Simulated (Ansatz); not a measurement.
# C: geometry relaxation (part 3 of 4)

C (slab, 25 atoms in the cell); DFT PBE+D3(BJ), scalar-relativistic, plane waves, PAW, spin-polarised (Ansatz 0.2.0); cutoff 420 eV, 6×6×1 k-mesh, Gaussian smearing of 0.05 eV, collinear spins. The structure derives from an entry of the Crystallography Open Database. The input holds or restrains some coordinates. Forces given for the steps count only the free coordinates. It belongs to a series of runs on one base structure; here: C put at a top C site.

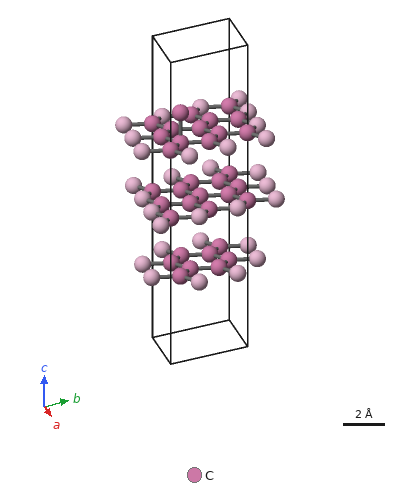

Fig. 1: The geometry at step 2 of the log (ball-and-stick view of the cell of the calculation, with the vacuum cut short, seen slightly off an axis; neighbours outside the cell are drawn fainter).

## Output, continued
```
Spin contamination: 0.0191 ħ² per cell (⟨S²⟩ above its minimum at these occupations)
Per-site moments (μB) at R_I (Å): [(-0.00015548090545774697, 0.5870691369734392), (-0.00015383562598974044, 0.5870691369734393), (-0.00015548090545775058, 0.5870691369734395), (-0.00015548090545774337, 0.5870691369734398), (0.00010114351531780909, 0.5870691369734398), (0.00010114351531779129, 0.5870691369734397), (0.00010114351531780148, 0.5870691369734393), (9.829074109090825e-5, 0.5870691369734392), (-0.0013287102356739232, 0.5870681249134649), (-0.0013000691689873548, 0.5870260551434585), (-0.001300069168987382, 0.5870260551434585), (-0.0013000691689873697, 0.5870260551434585), (0.0031883773797019687, 0.5870681249134649), (0.0031883773797019787, 0.587068124913465), (0.003170024564439245, 0.5870260551434585), (0.0031883773797020012, 0.5870681249134654), (-0.0037347970818544392, 0.5830379131561642), (-0.0043123578282528935, 0.5855652134811263), (-0.0037347970818544444, 0.5830379131561644), (-0.003734797081854473, 0.5830379131561646), (0.010607023032414084, 0.5830379131561642), (0.010607023032414113, 0.5830379131561647), (0.010607023032414094, 0.5830379131561644), (0.0012981395316511049, 0.5972169463155631), (0.07571506544018207, 0.6294692471041873)]
Free energy (F): -6269.612106 eV
Harris-Foulkes:  -6269.612106 eV  (|F-HF|=7.49e-10)
Internal energy: -6269.605458 eV  (E = F + TS)
E sigma→0 (E₀):  -6269.608782 eV
Entropy (-TS):   -0.006648 eV (-0.266 meV/atom)
Fermi energy:    -0.161944 eV
Dipole field:    D = -0.062752 V/Å  (p = -0.187595 e·Å, saw-weighted, corrected)
Work function:   Φ+ = 5.8849 eV   Φ− = 4.2722 eV
Levels:          The Fermi level and band energies are counted from a zero that moves with the ramp; work functions are not
--- Per-component energies (eV) ---
  E_band       = -927.791195
  E_kinetic    = 2264.907615
  E_local      = -72061.458026  (includes V_loc(G=0)·N_el)
  E_nonlocal   = 684.648992
  E_hartree    = 34919.432968
  E_xc         = -1198.242875
  E_vxc        = -1483.358820  (∫ρ·V_xc dr)
  E_paw        = -2482.015962  (= ΣΔE_a)
  E_vpaw       = -168.062263  (= ΣTr[D̂ρ^β])
  E_aug_tail   = 0.000184  (compensation charges beyond the density's cutoff)
  E_efield     = 0.005886  (sawtooth field / dipole correction)
  E_vefield    = -3.335659  (∫n·V_field dr)
  E_ewald      = 31606.353833
  E_disp       = -3.238074  (pairwise vdW)
  E_smearing   = -0.006648  (= −TS)
  E_closure    = 0.000000  (closes the sum)
  Σ components = -6269.612106   (vs F -6269.612106, Δ=0.00e0)
--- Forces (eV/Å), atoms counted from 1 ---
  atom   1  C     -0.00015720    -0.00009076     0.01419675
  atom   2  C      0.00000000     0.00000000     0.01443461
  atom   3  C      0.00015720    -0.00009076     0.01419675
  atom   4  C      0.00000000     0.00018152     0.01419675
  atom   5  C     -0.00012849     0.00007418    -0.01453255
  atom   6  C     -0.00000000    -0.00014837    -0.01453255
  atom   7  C      0.00012849     0.00007418    -0.01453255
  atom   8  C     -0.00000000    -0.00000000    -0.01395949
  atom   9  C      0.00000000     0.00000000    -0.00093598
  atom  10  C      0.00025824     0.00014909    -0.00122949
  atom  11  C     -0.00000000    -0.00029819    -0.00122949
  atom  12  C     -0.00025824     0.00014909    -0.00122949
  atom  13  C      0.00000000     0.00113881     0.00089002
  atom  14  C      0.00098623    -0.00056940     0.00089002
  atom  15  C     -0.00000000    -0.00000000     0.00081555
  atom  16  C     -0.00098623    -0.00056940     0.00089002
  atom  17  C      0.00015232     0.00008794     0.00111749
  atom  18  C      0.00000000     0.00000000    -0.00046705
  atom  19  C     -0.00015232     0.00008794     0.00111749
  atom  20  C     -0.00000000    -0.00017588     0.00111749
  atom  21  C     -0.00245719     0.00141866    -0.00076451
  atom  22  C     -0.00000000    -0.00283731    -0.00076451
  atom  23  C      0.00245719     0.00141866    -0.00076451
  atom  24  C     -0.00000000    -0.00000000     0.00494235
  atom  25  C      0.00000000     0.00000000    -0.00385711
  max |Σ_I F_I| component: 6.04e-6 eV/Å
--- Band table (eV; the first three rows and the last of 14) ---
  k-point 0 ↑: bands = ["-20.3980", "-19.7674", "-19.6205", "-15.9912", "-14.8188", "-14.8188", "-14.4831", "-14.4813", "-14.4813", "-14.4222", "-14.4213", "-14.4213", "-13.9142", "-13.7910", "-13.7910", "-13.4389", "-13.4358", "-13.4358", "-13.3907", "-13.3899", "-13.3899", "-10.2863", "-8.2744", "-7.3525", "-7.0243", "-7.0243", "-6.9500", "-6.6119", "-6.6119", "-6.6115", "-6.5784", "-6.5784", "-6.5783", "-6.0171", "-3.8026", "-3.8026", "-3.2545", "-3.2156", "-3.2156", "-3.1937", "-3.1937", "-3.0743", "-3.0743", "-2.7484", "-2.7065", "-2.7065", "-2.3981", "-2.3666", "-2.3666", "-0.5861", "-0.5861", "0.0477", "1.3567", "1.3795", "1.3795", "1.7049", "1.7206", "1.7206", "3.1952", "3.1952", "3.4100", "4.6095", "4.9780", "5.2415", "5.8622", "6.1218", "6.9063", "6.9063", "7.1038", "7.1391", "7.1391", "7.1502", "7.2938", "7.3203", "7.3221", "7.3221"]
  k-point 1 ↑: bands = ["-20.2432", "-19.6028", "-19.4573", "-16.6216", "-15.7725", "-15.6615", "-15.5465", "-15.2196", "-14.8958", "-14.8933", "-14.7974", "-14.7961", "-13.4983", "-13.1301", "-12.7909", "-12.7881", "-12.7095", "-12.7081", "-12.3840", "-11.9474", "-11.8660", "-10.1695", "-8.0873", "-7.5399", "-7.4570", "-7.1616", "-7.0986", "-7.0985", "-7.0597", "-7.0596", "-6.8363", "-6.4487", "-6.4155", "-6.0660", "-4.3524", "-4.0954", "-3.8705", "-3.8557", "-3.8439", "-3.5561", "-3.5319", "-3.5107", "-3.2900", "-3.2480", "-2.9944", "-2.8810", "-2.8481", "-2.4059", "-2.3790", "-0.6283", "-0.3144", "0.7287", "1.6053", "1.6151", "1.9998", "2.0014", "2.3653", "2.8456", "3.1704", "3.3360", "3.6316", "4.8224", "5.1885", "5.5137", "6.1517", "6.3721", "7.1409", "7.2374", "7.3960", "7.4350", "7.5182", "7.6291", "7.8579", "7.8714", "7.9336", "8.0580"]
  k-point 2 ↑: bands = ["-19.7962", "-19.1109", "-18.9695", "-17.7788", "-17.1723", "-17.0477", "-16.0496", "-15.6375", "-15.3166", "-15.3138", "-15.2093", "-15.2080", "-12.5124", "-11.9685", "-11.6177", "-11.6156", "-11.5427", "-11.5417", "-10.5928", "-9.8425", "-9.7761", "-9.7446", "-8.5857", "-8.5738", "-8.2482", "-8.2482", "-8.1998", "-8.1998", "-7.5140", "-6.7225", "-6.3757", "-6.2819", "-5.9735", "-5.9412", "-5.7323", "-5.5158", "-5.4787", "-5.2342", "-4.8095", "-4.5660", "-4.3529", "-4.3249", "-4.1467", "-3.6203", "-3.3308", "-3.0787", "-3.0545", "-2.4807", "-2.4647", "-0.3152", "0.2175", "1.1822", "2.1558", "2.1602", "2.5150", "2.5308", "3.1294", "4.1729", "4.2987", "4.5295", "4.9633", "5.4411", "5.7902", "6.1999", "6.6285", "6.9123", "6.9684", "7.4335", "7.5077", "7.6207", "7.8980", "8.0446", "8.1197", "8.1946", "8.2203", "8.4202"]
  k-point 6 ↓: bands = ["-19.0575", "-18.1152", "-17.9741", "-17.8131", "-17.8066", "-17.8001", "-17.6828", "-17.6791", "-17.6762", "-13.6970", "-13.1623", "-12.8190", "-12.7720", "-12.7574", "-12.7243", "-11.1406", "-10.7481", "-10.7258", "-10.2876", "-8.4212", "-8.4063", "-7.9549", "-7.9543", "-7.9536", "-7.9224", "-7.9208", "-7.9206", "-7.9083", "-7.0945", "-6.9667", "-6.8791", "-6.6010", "-6.6007", "-6.6005", "-6.5736", "-6.5735", "-6.5735", "-6.2368", "-6.1365", "-5.9438", "-5.7093", "-5.6139", "-5.0915", "-4.9645", "-4.9323", "-3.5480", "-1.5694", "-1.3714", "-0.5118", "-0.1660", "-0.1491", "0.1458", "0.6339", "1.7910", "3.3642", "5.9366", "5.9652", "6.0541", "6.0736", "6.0797", "6.0824", "6.1455", "6.1500", "6.3118", "6.3305", "6.3360", "7.1148", "7.1537", "7.1984", "7.4375", "7.5032", "7.5704", "7.9199", "7.9769", "8.0079", "8.6264"]
--- Relaxed structure (8 steps of the walk, 8 accepted, 0 SCFs on fresh bases) ---
  F+E_penalty+E_count = -6269.61210584 eV   max|allowed force component| = 4.942e-3 eV/Å
  atoms:
    - { symbol: C, position: [0.8333333333333335, 0.6666666666666669, 0.33075587160000003] }
    - { symbol: C, position: [0.8333333333333335, 0.16666666666666669, 0.33075587160000003] }
    - { symbol: C, position: [0.33333333333333337, 0.6666666666666669, 0.33075587160000003] }
    - { symbol: C, position: [0.3333333333333334, 0.16666666666666666, 0.33075587160000003] }
    - { symbol: C, position: [0.6666666666666667, 0.33333333333333337, 0.3308185210000001] }
    - { symbol: C, position: [0.6666666666666667, 0.8333333333333335, 0.3308185210000001] }
    - { symbol: C, position: [0.16666666666666663, 0.3333333333333334, 0.3308185210000001] }
    - { symbol: C, position: [0.16666666666666669, 0.8333333333333334, 0.3308185210000001] }
    - { symbol: C, position: [0.16666666666666669, 0.8333333333333334, 0.46184447292557507] }
    - { symbol: C, position: [0.16669093151655348, 0.3333454657582768, 0.4618279437558347] }
    - { symbol: C, position: [0.6666545342417234, 0.8333090684834467, 0.4618279437558347] }
    - { symbol: C, position: [0.6666545342417234, 0.3333454657582768, 0.4618279437558347] }
    - { symbol: C, position: [2.0495479580162623e-7, 0.5000004099095917, 0.46187436635368007] }
    - { symbol: C, position: [2.049547957323194e-7, -2.049547957832854e-7, 0.46187436635368007] }
    - { symbol: C, position: [0.5000000000000001, 0.5000000000000001, 0.46184541832850684] }
    - { symbol: C, position: [0.4999995900904087, -2.0495479578328471e-7, 0.46187436635368007] }
    - { symbol: C, position: [0.4944504815118301, -0.00277475924408497, 0.5936341076134048] }
    - { symbol: C, position: [0.5000000000000001, 0.5000000000000001, 0.5933070036774545] }
    - { symbol: C, position: [0.002774759244084921, -0.00277475924408497, 0.5936341076134048] }
    - { symbol: C, position: [0.0027747592440849067, 0.5055495184881701, 0.5936341076134048] }
    - { symbol: C, position: [0.33376926636896265, 0.6662307336310377, 0.5938843760969867] }
    - { symbol: C, position: [0.3337692663689626, 0.16753853273792502, 0.5938843760969867] }
    - { symbol: C, position: [0.832461467262075, 0.6662307336310377, 0.5938843760969867] }
    - { symbol: C, position: [0.8333333333333335, 0.16666666666666669, 0.5956284959622931] }
    - { symbol: C, position: [0.8333333333333335, 0.16666666666666669, 0.6550083603460316] }
--- Löwdin populations: 25 sites ---
  site symbol       q [e]    m [muB]
     0      C      3.9632    -0.0004
     1      C      3.9632    -0.0004
     2      C      3.9632    -0.0004
     3      C      3.9632    -0.0004
     4      C      3.9594     0.0003
     5      C      3.9594     0.0003
     6      C      3.9594     0.0003
     7      C      3.9595     0.0003
     8      C      3.9651    -0.0035
     9      C      3.9657    -0.0033
    10      C      3.9657    -0.0033
    11      C      3.9657    -0.0033
    12      C      3.9679     0.0085
    13      C      3.9679     0.0085
    14      C      3.9662     0.0083
    15      C      3.9679     0.0085
    16      C      3.9312    -0.0101
    17      C      3.9595    -0.0121
    18      C      3.9312    -0.0101
    19      C      3.9312    -0.0101
    20      C      3.9683     0.0293
    21      C      3.9683     0.0293
    22      C      3.9683     0.0293
    23      C      3.9385    -0.0007
    24      C      4.0279     0.1868
  spilling = 0.009528 (of n_electrons = 100.000000)
```

## File populations.tsv
```
# site	symbol	l	j	q_up	q_dn
# orbitals = lowdin
# n_electrons = 100.000000
# spilling = 0.009528
0	C	0_2S	-	0.453930	0.453950
0	C	1_2P	-	1.527485	1.527868
1	C	0_2S	-	0.453931	0.453951
1	C	1_2P	-	1.527480	1.527861
2	C	0_2S	-	0.453930	0.453950
2	C	1_2P	-	1.527485	1.527868
3	C	0_2S	-	0.453930	0.453950
3	C	1_2P	-	1.527485	1.527868
4	C	0_2S	-	0.454301	0.454285
4	C	1_2P	-	1.525552	1.525299
5	C	0_2S	-	0.454301	0.454285
5	C	1_2P	-	1.525552	1.525299
6	C	0_2S	-	0.454301	0.454285
6	C	1_2P	-	1.525552	1.525299
7	C	0_2S	-	0.454303	0.454286
7	C	1_2P	-	1.525557	1.525312
8	C	0_2S	-	0.454065	0.454333
8	C	1_2P	-	1.526760	1.529949
9	C	0_2S	-	0.454071	0.454336
9	C	1_2P	-	1.527107	1.530188
10	C	0_2S	-	0.454071	0.454336
10	C	1_2P	-	1.527107	1.530188
11	C	0_2S	-	0.454071	0.454336
11	C	1_2P	-	1.527107	1.530188
12	C	0_2S	-	0.454240	0.453853
12	C	1_2P	-	1.533938	1.525849
13	C	0_2S	-	0.454240	0.453853
13	C	1_2P	-	1.533938	1.525849
14	C	0_2S	-	0.454111	0.453728
14	C	1_2P	-	1.533152	1.525246
15	C	0_2S	-	0.454240	0.453853
15	C	1_2P	-	1.533938	1.525849
16	C	0_2S	-	0.453612	0.453580
16	C	1_2P	-	1.506951	1.517078
17	C	0_2S	-	0.450070	0.450983
17	C	1_2P	-	1.523657	1.534818
18	C	0_2S	-	0.453612	0.453580
18	C	1_2P	-	1.506951	1.517078
19	C	0_2S	-	0.453612	0.453580
19	C	1_2P	-	1.506951	1.517078
20	C	0_2S	-	0.449032	0.447734
20	C	1_2P	-	1.549742	1.521764
21	C	0_2S	-	0.449032	0.447734
21	C	1_2P	-	1.549742	1.521764
22	C	0_2S	-	0.449032	0.447734
22	C	1_2P	-	1.549742	1.521764
23	C	0_2S	-	0.441926	0.442088
23	C	1_2P	-	1.527015	1.527515
24	C	0_2S	-	0.880630	0.877013
24	C	1_2P	-	1.226720	1.043546
```

## Trajectory as extended XYZ (Å, eV, eV/Å), 8 frames, from step=1 to step=8
```
25
Lattice="4.9301 0.0000 0.0000 -2.4650 4.2696 0.0000 0.0000 0.0000 25.6987" Properties=species:S:1:pos:R:3:forces:R:3 step=1 energy=-6269.54620
C     2.4651    2.8464    8.5000   -0.0002  -0.0001   0.0103
C     3.6976    0.7116    8.5000    0.0000   0.0000   0.0106
C     0.0000    2.8464    8.5000    0.0002  -0.0001   0.0103
C     1.2325    0.7116    8.5000    0.0000   0.0003   0.0103
C     2.4651    1.4232    8.5016   -0.0001   0.0001  -0.0173
C     1.2325    3.5580    8.5016    0.0000  -0.0002  -0.0173
C     0.0000    1.4232    8.5016    0.0001   0.0001  -0.0173
C    -1.2325    3.5580    8.5016    0.0000   0.0000  -0.0166
C    -1.2325    3.5580   11.8486    0.0000   0.0000   0.0129
C     0.0000    1.4232   11.8486    0.0101   0.0059   0.0078
C     1.2325    3.5580   11.8486    0.0000  -0.0117   0.0078
C     2.4651    1.4232   11.8486   -0.0101   0.0059   0.0078
C    -1.2325    2.1348   11.8502    0.0000   0.0030  -0.0132
C     0.0000    0.0000   11.8502    0.0026  -0.0015  -0.0132
C     1.2325    2.1348   11.8502    0.0000   0.0000  -0.0219
C     2.4651    0.0000   11.8502   -0.0026  -0.0015  -0.0132
C     2.4651    0.0000   15.1971   -1.4196  -0.8196  -0.0195
C     1.2325    2.1348   15.1971    0.0000   0.0000  -0.2223
C     0.0000    0.0000   15.1971    1.4196  -0.8196  -0.0195
C    -1.2325    2.1348   15.1971    0.0000   1.6392  -0.0195
C     0.0000    2.8464   15.1987    0.3656  -0.2111   0.1037
C     1.2325    0.7116   15.1987    0.0000   0.4222   0.1037
C     2.4651    2.8464   15.1987   -0.3656  -0.2111   0.1037
C     3.6976    0.7116   15.1987    0.0000   0.0000  -0.4344
C     3.6976    0.7116   16.7187    0.0000   0.0000   0.4563
25
Lattice="4.9301 0.0000 0.0000 -2.4650 4.2696 0.0000 0.0000 0.0000 25.6987" Properties=species:S:1:pos:R:3:forces:R:3 step=2 energy=-6269.59488
C     2.4651    2.8464    8.5000   -0.0001  -0.0001   0.0035
C     3.6976    0.7116    8.5000    0.0000   0.0000   0.0037
C     0.0000    2.8464    8.5000    0.0001  -0.0001   0.0035
C     1.2325    0.7116    8.5000    0.0000   0.0001   0.0035
C     2.4651    1.4232    8.5016   -0.0001   0.0000  -0.0224
C     1.2325    3.5580    8.5016    0.0000  -0.0001  -0.0224
C     0.0000    1.4232    8.5016    0.0001   0.0000  -0.0224
C    -1.2325    3.5580    8.5016    0.0000   0.0000  -0.0217
C    -1.2325    3.5580   11.8181    0.0000   0.0000   0.0113
C     0.0001    1.4232   11.8174    0.0017   0.0010   0.0116
C     1.2325    3.5579   11.8174    0.0000  -0.0020   0.0116
C     2.4650    1.4232   11.8174   -0.0017   0.0010   0.0116
C    -1.2325    2.1348   11.8185    0.0000  -0.0002   0.0195
C     0.0000    0.0000   11.8185   -0.0002   0.0001   0.0195
C     1.2325    2.1348   11.8176    0.0000   0.0000   0.0214
C     2.4650    0.0000   11.8185    0.0002   0.0001   0.0195
C     2.4542   -0.0063   15.2571   -0.5867  -0.3388  -0.0411
C     1.2325    2.1348   15.2385    0.0000   0.0000   0.0312
C     0.0109   -0.0063   15.2571    0.5867  -0.3388  -0.0411
C    -1.2325    2.1473   15.2571    0.0000   0.6775  -0.0411
C     0.0026    2.8449   15.2607    0.1608  -0.0928  -0.0102
C     1.2325    0.7145   15.2607    0.0000   0.1856  -0.0102
C     2.4625    2.8449   15.2607   -0.1608  -0.0928  -0.0102
C     3.6976    0.7116   15.2521    0.0000   0.0000  -0.1426
C     3.6976    0.7116   16.7799    0.0000   0.0000   0.2143
```
